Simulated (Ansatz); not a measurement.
Input file:

```
crystal:
  lattice:
    - [4.9299593294, 0.0, 0.0]
    - [-2.4649796647, 4.2694700189, 0.0]
    - [0.0, 0.0, 27.1076490176]
  atoms:
    - { symbol: C, position: [0.0, 0.0, 0.3135646411] }
    - { symbol: C, position: [0.0, 0.5, 0.3135646411] }
    - { symbol: C, position: [0.5, 0.0, 0.3135646411] }
    - { symbol: C, position: [0.5, 0.5, 0.3135646411] }
    - { symbol: C, position: [0.3333333333, 0.1666666667, 0.3135646324] }
    - { symbol: C, position: [0.3333333333, 0.6666666667, 0.3135646324] }
    - { symbol: C, position: [0.8333333333, 0.1666666667, 0.3135646324] }
    - { symbol: C, position: [0.8333333333, 0.6666666667, 0.3135646324] }
    - { symbol: C, position: [0.0, 0.0, 0.4378548833] }
    - { symbol: C, position: [0.0, 0.5, 0.4378548833] }
    - { symbol: C, position: [0.5, 0.0, 0.4378548833] }
    - { symbol: C, position: [0.5, 0.5, 0.4378548833] }
    - { symbol: C, position: [0.1666666667, 0.3333333333, 0.4378548746] }
    - { symbol: C, position: [0.1666666667, 0.8333333333, 0.4378548746] }
    - { symbol: C, position: [0.6666666667, 0.3333333333, 0.4378548746] }
    - { symbol: C, position: [0.6666666667, 0.8333333333, 0.4378548746] }
    - { symbol: C, position: [0.0, 0.0, 0.5621451254] }
    - { symbol: C, position: [0.0, 0.5, 0.5621451254] }
    - { symbol: C, position: [0.5, 0.0, 0.5621451254] }
    - { symbol: C, position: [0.5, 0.5, 0.5621451254] }
    - { symbol: C, position: [0.3333333333, 0.1666666667, 0.5621451167] }
    - { symbol: C, position: [0.3333333333, 0.6666666667, 0.5621451167] }
    - { symbol: C, position: [0.8333333333, 0.1666666667, 0.5621451167] }
    - { symbol: C, position: [0.8333333333, 0.6666666667, 0.5621451167] }
    - { symbol: C, position: [0.0, 0.0, 0.6864353676] }
    - { symbol: C, position: [0.0, 0.5, 0.6864353676] }
    - { symbol: C, position: [0.5, 0.0, 0.6864353676] }
    - { symbol: C, position: [0.5, 0.5, 0.6864353676] }
    - { symbol: C, position: [0.1666666667, 0.3333333333, 0.6864353589] }
    - { symbol: C, position: [0.1666666667, 0.8333333333, 0.6864353589] }
    - { symbol: C, position: [0.6666666667, 0.3333333333, 0.6864353589] }
    - { symbol: C, position: [0.6666666667, 0.8333333333, 0.6864353589] }
basis:
  ecutwfc: 420
kpoints:
  mp_grid: { grid: [6, 6, 1] }
hamiltonian:
  xc: pbe
  dispersion: d3bj
scf:
  occupations: { method: gaussian, width: 0.1 }
output:
  forces: true
  eigenvalues: true
  write_density: true
  write_potential: true
  elf: true
  volumetric_format: npy
relax:
  adjacent_minimum: "off"
  f_tol: 0.03
  max_steps: 70
  constraints: [{ sites: [0, 1, 2, 3, 4, 5, 6, 7, 8, 9, 10, 11, 12, 13, 14, 15] }]
efield:
  axis: 3
  dipole_correction: true
  ramp_width: 0.04
```

Run with:

```sh
ansatz run input.yaml --threads 4 --pin off --max-ram 10240MiB --backend cpu --events-out ev --progress --plain --runs-dir out
```

All numbers below come from Ansatz 0.2.0, DFT PBE+D3(BJ), scalar-relativistic, plane waves, PAW.

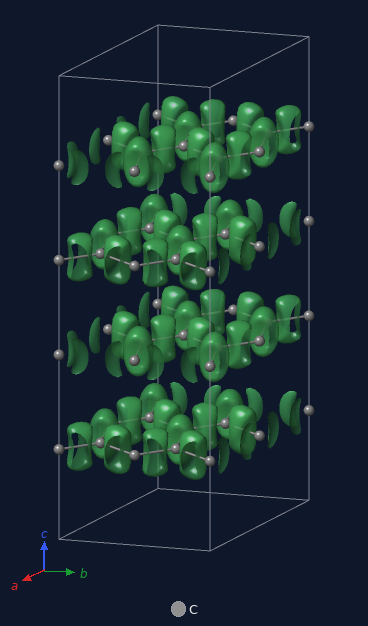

C (slab). Isosurface of the electron localisation function at 0.7 (green), seen at an oblique angle. Core shells and regions of very low density are left out. Sticks mark near contacts.

Core electrons are frozen (PAW), and the valence fields are smoothed inside the atomic spheres.

### Identify the bonds, lone pairs and shells in this picture.

The surface consists of 48 regions between bonded C–C atoms (shared pairs), counted in one cell of 32 atoms. Counts are for one cell; the picture repeats the cell along the surface.

Values along the shortest contacts:
C–C (1.42 Å): the ELF peaks at about 0.95 between the atoms: localised, covalent bonding.
